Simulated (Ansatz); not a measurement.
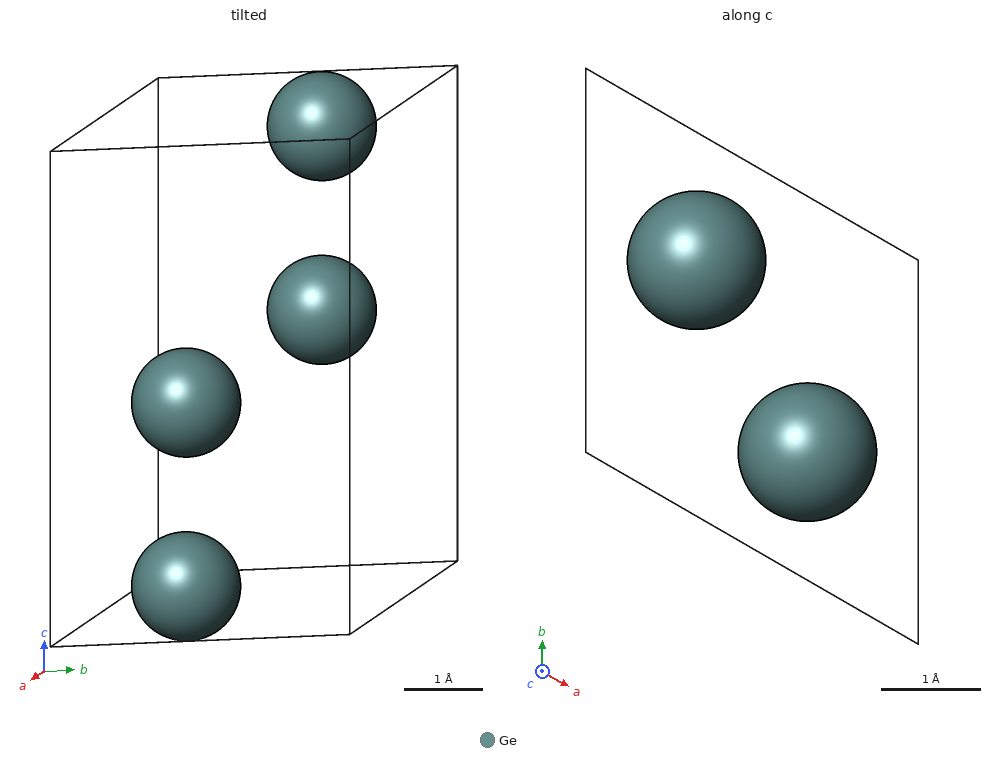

Shown here is a spheres-only view of the crystal, taken slightly off an axis and along the c axis. The parallelepiped is the conventional unit cell.

Ge, hexagonal diamond (lonsdaleite type), space group P6_3/mmc (No. 194), a = 3.895 Å, b = 3.895 Å, c = 6.593 Å, α = 90.00°, β = 90.00°, γ = 120.00°. Starting structure: a structure type filled with this element by a generator (whether the element takes this form wasn't checked). The cell was then strained or its atoms displaced on purpose. A calculation with Ansatz used it as input.

This one geometry was computed with Ansatz (DFT, plane waves, PAW) at three levels of theory: r2SCAN, HSE06 and PBE. It was relaxed with r2SCAN and then strained.

Which level gives the highest pressure at this volume, and what does that say about its equilibrium volume?

Answer. Highest: PBE (7.2 GPa), which points to the largest equilibrium volume. Lowest, with the smallest volume: r2SCAN (4.2 GPa). Levels within 0.5 GPa of each other can't be told apart.

How does the band gap change with the level of theory?

Answer. PBE: a gap of 0.15 eV, direct; r2SCAN: a gap of 0.45 eV, indirect; HSE06: a gap of 0.76 eV, indirect.

Collect the results in a table.

Answer.
| level | cutoff (eV) | k-mesh of the run's cell | gap (eV) | pressure (GPa) |
| --- | --- | --- | --- | --- |
| r2SCAN | 500 | 12×12×4 | 0.45 | 4.2 |
| HSE06 | 420 | 6×6×4 | 0.76 | 4.8 |
| PBE | 420 | 12×12×4 | 0.15 | 7.2 |

Gaps are taken on the k-mesh or band path of each run.
